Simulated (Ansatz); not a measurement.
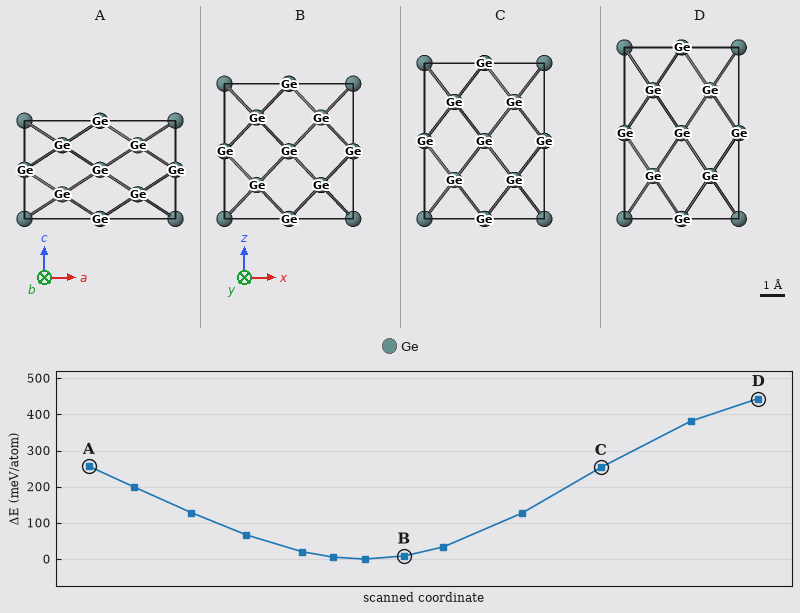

Frames of a one-coordinate scan of solid Ge (Fd-3m). x, y and z are the Cartesian axes of the input. Style: ball-and-stick. Shown: the conventional cell (4 times the calculation's cell), along the b axis. Lengths and directions refer to the drawn axes.

Method: DFT PBEsol, scalar-relativistic, plane waves, PAW (Ansatz 0.2.0). Set-up: plane-wave cutoff 420 eV; k-point mesh 16 × 16 × 16; occupations gaussian; smearing width 0.15 eV; no spin polarisation. Energies (free energies at the smearing named) are counted from the cell as listed in its source, which wasn't relaxed.

Q: Which coordinate changes from frame to frame?

A: The ratio of the cell's length along z to its lengths across, counted as 1 for the reference, is changed at fixed volume (a tetragonal or Bain path), with the atoms kept at their fractional coordinates. In the frames the relative ratio is 0.65 (A), 1.05 (B), 1.30 (C), 1.50 (D). Of the computed points the lowest is at the relative ratio 1.00, 0 meV/atom. The unrelaxed reference is under a pressure of 0.7 GPa. The distortion takes the space group from Fd-3m to I4_1/amd. At the relative ratio 1.50 the cell of the drawing goes a 5.658 → 4.942 Å, b 5.658 → 4.942 Å, c 5.658 → 7.413 Å.
